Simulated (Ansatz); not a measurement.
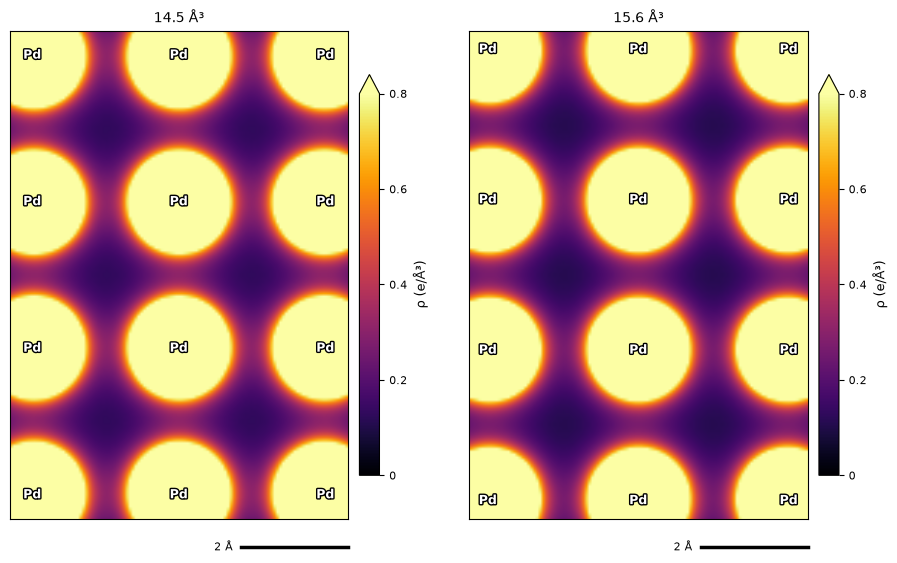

Pd. The valence electron density of cells scaled evenly to different volumes (given per atom above each panel), on the (101) plane of each (indices in the axes of the cell below), at one length scale and on one colour scale.

Computed with Ansatz 0.2.0, Kohn-Sham DFT of a periodic cell, PBE, Ansatz PAW.

Core electrons are frozen (PAW), and the valence fields are smoothed inside the atomic spheres.

The largest cell:

```
Pd
1.0
     0.00000    1.98468    1.98468
     1.98468    0.00000    1.98468
     1.98468    1.98468    0.00000
Pd
1
Direct
  0.00000 0.00000 0.00000
```

| volume (Å³/atom) | Pd–Pd contact in the plane (Å) | ρ at its midpoint (e/Å³) | pressure (GPa) | 
| --- | --- | --- | --- |
| 14.46 | 2.734 | 0.309 | 11.3 | 
| 15.05 | 2.771 | ? | ? | 
| 15.64 | 2.807 | 0.266 | −3.3 | 

Question: Estimate the missing row, and compare with the calculation.

Answer: Over the known rows ln ρ falls by 2.05 per Å of Pd–Pd distance (the line through the two), which gives 0.286 e/Å³ at 2.771 Å; the calculation gives 0.289 e/Å³. For the pressure, a straight line in volume between the neighbouring rows gives 4.0 GPa; the calculation gives 3.1, lower because pressure rises ever faster on compression.
